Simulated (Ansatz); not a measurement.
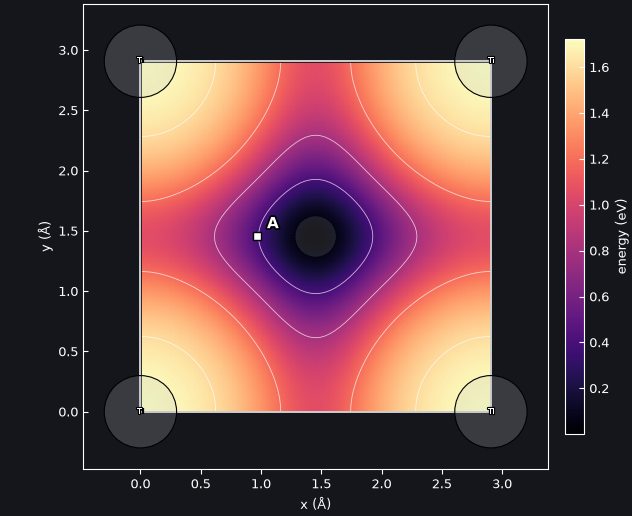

Si on a Ti(100) slab cut from the Fm-3m phase, its upper half relaxed before the scan (12 atoms of substrate and one adsorbate in a 2 × 2 cell). Si is moved over the surface cell; relaxed at each place: the height of the adsorbate's atoms; substrate rigid; the origin of the map has the adsorbate above Ti9. Places are given modulo a cell vector. The map is drawn in real space over the plane of the surface. The grid has 6 × 6 points; 10 points were computed and 26 follow by symmetry. Places are given in fractions of the 1 × 1 surface cell. Energies are in eV, from the lowest grid point. Method: Ansatz, DFT PBE, scalar-relativistic, plane waves, PAW. Settings: cutoff 420 eV, k-mesh 5×5×1, gaussian smearing 0.1 eV, no spin polarisation.

The picture shows a smooth colour map with a few white contour lines, labelled circles for the atoms of the top layer and small ones for the second layer, the outline of one cell of the plane, the point A. Between grid points the surface is interpolated.

Q: Which way does the force act at A, and how strong is it?

A: A, at (2/6, 3/6) of the cell vectors, is not a stationary point. The computed force is 1.2 eV/Å in the plane, pointing right in the picture (components 1.2 and 0.0 eV/Å).

PAW datasets: the set soft_1.
